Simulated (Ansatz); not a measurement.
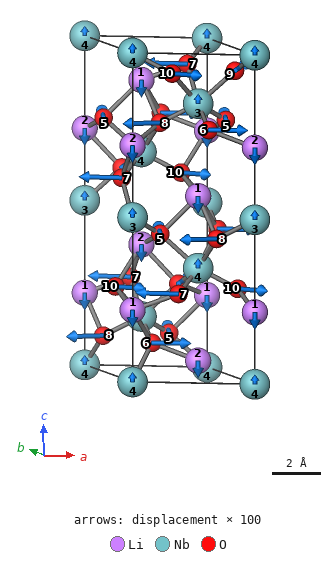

A relaxation of a crystal of LiNbO₃ (built on the LiNbO3 type type). The starting structure is drawn; blue arrows show the displacements (the part carried along by the change of the cell is left out), 100 times their true length.

A ball-and-stick model of the conventional cell (3 times the calculation's cell), seen slightly off an axis. Lengths and directions refer to the drawn axes.

Level of theory: DFT, r2SCAN, plane waves, PAW (Ansatz).

Input file:
```yaml
crystal:
  lattice:
    - [2.5951448978, 1.4983076053, 4.6717952391]
    - [-2.5951448978, 1.4983076053, 4.6717952391]
    - [0.0, -2.9966152107, 4.6717952391]
  atoms:
    - { symbol: Li, position: [0.7816240649, 0.7816240649, 0.7816240649] }
    - { symbol: Li, position: [0.2816240649, 0.2816240649, 0.2816240649] }
    - { symbol: Nb, position: [0.5004839067, 0.5004839067, 0.5004839067] }
    - { symbol: Nb, position: [1.0004839067, 1.0004839067, 0.0004839067] }
    - { symbol: O, position: [0.6107801021, 0.2211568667, 0.8579550596] }
    - { symbol: O, position: [0.8579550596, 0.6107801021, 0.2211568667] }
    - { symbol: O, position: [0.1107801021, 0.3579550596, 0.7211568667] }
    - { symbol: O, position: [0.2211568667, 0.8579550596, 0.6107801021] }
    - { symbol: O, position: [0.7211568667, 0.1107801021, 0.3579550596] }
    - { symbol: O, position: [0.3579550596, 0.7211568667, 0.1107801021] }
kpoints:
  mp_grid: { grid: [6, 6, 6] }
hamiltonian:
  xc: r2scan
scf:
  occupations: { method: fermi_dirac, width: 0.02 }
relax:
  f_tol: 0.005
  cell: {}
```

Launched with:
```bash
ansatz run input.yaml --threads 2 --pin off --max-ram 20275MiB --backend cpu --events-out ev --progress --plain --runs-dir out
```

> Which element moves most?

Oxygen: up to 0.019 Å, against 0.008 Å for lithium.

> What happened in the run?

The largest moves relative to the cell, 0.019 Å, are those of O5, O6, O7, O8, O9 and O10. O9 goes along [2 3 0]. By element the largest moves are O 0.019 Å, Li 0.008 Å, Nb 0.004 Å. Cell: a = b 5.190 → 5.137 Å (−1.0 %), c 14.015 → 13.885 Å (−0.9 %). Volume −2.9 %. Among the contacts that change: Li1–O10 2.084 → 2.050 Å, Li1–O5 2.267 → 2.239 Å, Nb3–O10 2.158 → 2.136 Å, Nb3–O5 1.885 → 1.878 Å. The space group stays R3c (No. 161). The energy falls by 3.6 meV per atom in 6 accepted moves (7 points after the start). Largest force component: 0.12 eV/Å at the start, 0.0012 eV/Å at the end. The pressure goes from −4.18 to 0.02 GPa. At 1 point the geometry stayed and the basis and grid were re-selected for the new cell (energy shift of 0.2 meV per atom at most each time).
